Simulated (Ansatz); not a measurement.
```yaml
crystal:
  lattice:
    - [3.20880, 0.00000, 0.00000]
    - [-1.60440, 2.77890, 0.00000]
    - [0.00000, 0.00000, 23.31457]
  atoms:
    - { symbol: Hf, position: [0.66667, 0.33333, 0.11297] }
    - { symbol: Hf, position: [0.33333, 0.66667, 0.44631] }
    - { symbol: Hf, position: [0.00000, 0.00000, 0.77964] }
    - { symbol: Hf, position: [0.00000, 0.00000, 0.22036] }
    - { symbol: Hf, position: [0.66667, 0.33333, 0.55369] }
    - { symbol: Hf, position: [0.33333, 0.66667, 0.88703] }
    - { symbol: Hf, position: [0.00000, 0.00000, 0.00000] }
    - { symbol: Hf, position: [0.66667, 0.33333, 0.33333] }
    - { symbol: Hf, position: [0.33333, 0.66667, 0.66667] }
    - { symbol: N, position: [0.33333, 0.66667, 0.27876] }
    - { symbol: N, position: [0.00000, 0.00000, 0.61209] }
    - { symbol: N, position: [0.66667, 0.33333, 0.94542] }
    - { symbol: N, position: [0.33333, 0.66667, 0.05458] }
    - { symbol: N, position: [0.00000, 0.00000, 0.38791] }
    - { symbol: N, position: [0.66667, 0.33333, 0.72124] }
```

Space group R-3m; a structure from a database of computed crystals, not necessarily the ambient phase.

Method: DFT r2SCAN, scalar-relativistic, plane waves, PAW (Ansatz 0.2.0).

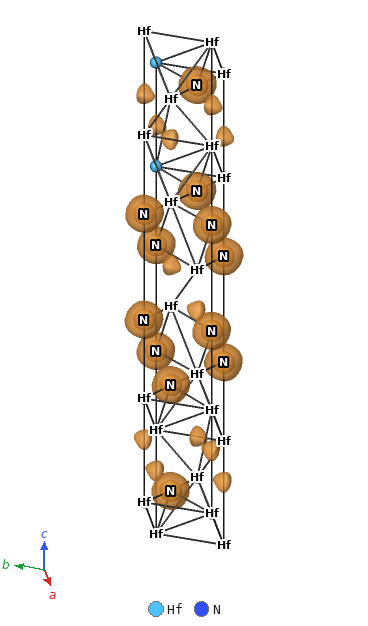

Hf3N2. Isosurface of the electron localisation function at 0.75 (orange), seen at an oblique angle. Core shells and regions of very low density are left out. Sticks mark near contacts.

**Describe the localisation domains.**

At this value the surface marks out six regions wrapped around N (the valence shell of each) and six pockets between the atoms, centred on no nucleus (multi-centre or interstitial), counted in one cell of 15 atoms. Regions shared between cells count once. Along the contacts the grid gives the following. Hf–N (2.25 Å): the ELF peaks at about 0.80 in the valence shell of N, 0.6 Å from its nucleus, and drops to about 0.15 between the two atoms: no localised pair shows between them. Hf–Hf (3.11 Å): the ELF is about 0.30 at the midpoint; no shared electron pair shows on this line.
